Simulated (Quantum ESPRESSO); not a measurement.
Consider PbSe.

Input

```
&CONTROL
  calculation = 'scf'
  prefix = 'pwscf'
  outdir = './tmp'
  pseudo_dir = './pseudo'
  tprnfor = .true.
  tstress = .true.
  disk_io = 'low'
/
&SYSTEM
  ibrav = 0
  nat = 2
  ntyp = 2
  ecutwfc = 55
  ecutrho = 440
  nbnd = 16
  occupations = 'smearing'
  smearing = 'fd'
  degauss = 0.00367493
/
&ELECTRONS
  conv_thr = 4d-10
  electron_maxstep = 120
  mixing_beta = 0.5
/
ATOMIC_SPECIES
Pb   207.2000 Pb.pbe-dn-kjpaw_psl.0.2.2.UPF
Se    78.9710 Se_pbe_v1.uspp.F.UPF
CELL_PARAMETERS angstrom
   3.7843220000    0.0000000000    0.0000000000
   0.0000000000    3.7843220000    0.0000000000
   0.0000000000    0.0000000000    3.7843220000
ATOMIC_POSITIONS crystal
Pb     0.0000000000    0.0000000000    0.0000000000
Se     0.5000000000    0.5000000000    0.5000000000
K_POINTS automatic
7 7 7 0 0 0
```

Launched as:

```sh
OMP_NUM_THREADS=1 mpirun -n 2 pw.x -nk 2 -in pw.in > pw.out
OMP_NUM_THREADS=1 mpirun -n 1 pp.x -in pp_density.in > pp_density.out
OMP_NUM_THREADS=1 mpirun -n 1 pp.x -in pp_potential.in > pp_potential.out
```

Below, planes, directions and counts refer to the conventional cell (a = 3.78 Å, b = 3.78 Å, c = 3.78 Å, α = 90.00°, β = 90.00°, γ = 90.00°).

Space group Pm-3m; a structure from a database of computed crystals, not necessarily the ambient phase.

These are results of Kohn-Sham DFT of a periodic cell, PBE, SSSP 1.3 efficiency PBE in Quantum ESPRESSO, not measurements.

> Predict the valence pseudo-density between the atoms.

Pb–Se (3.28 Å): the density is about 0.15 e/Å³ at the midpoint.

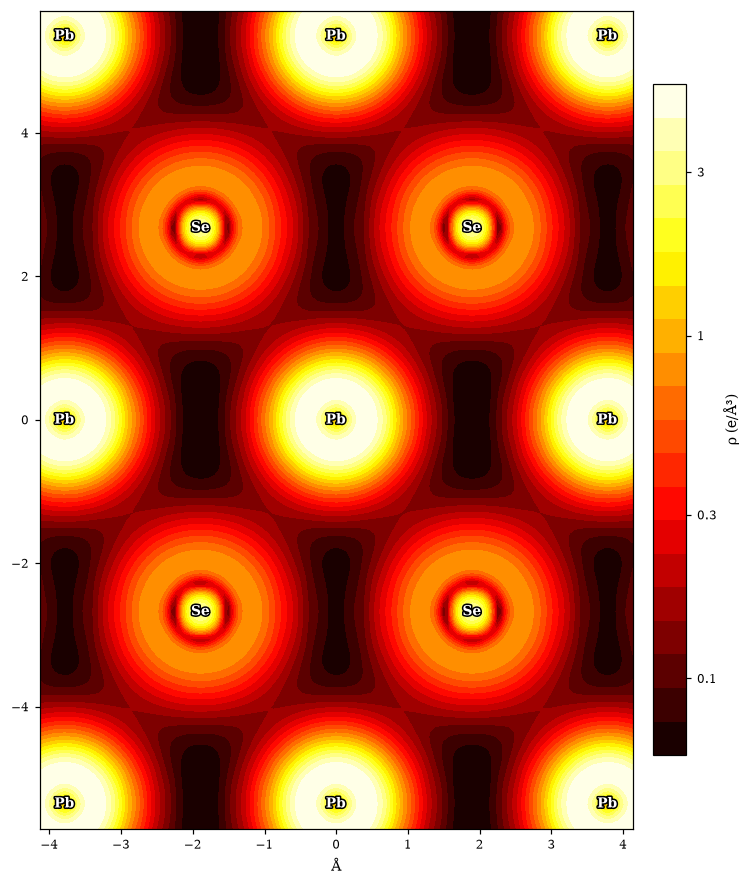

Computed valence pseudo-density on the (011̄) plane of the conventional cell. 

In a pseudopotential calculation such maps are meaningful between the atoms, not at the nuclei.
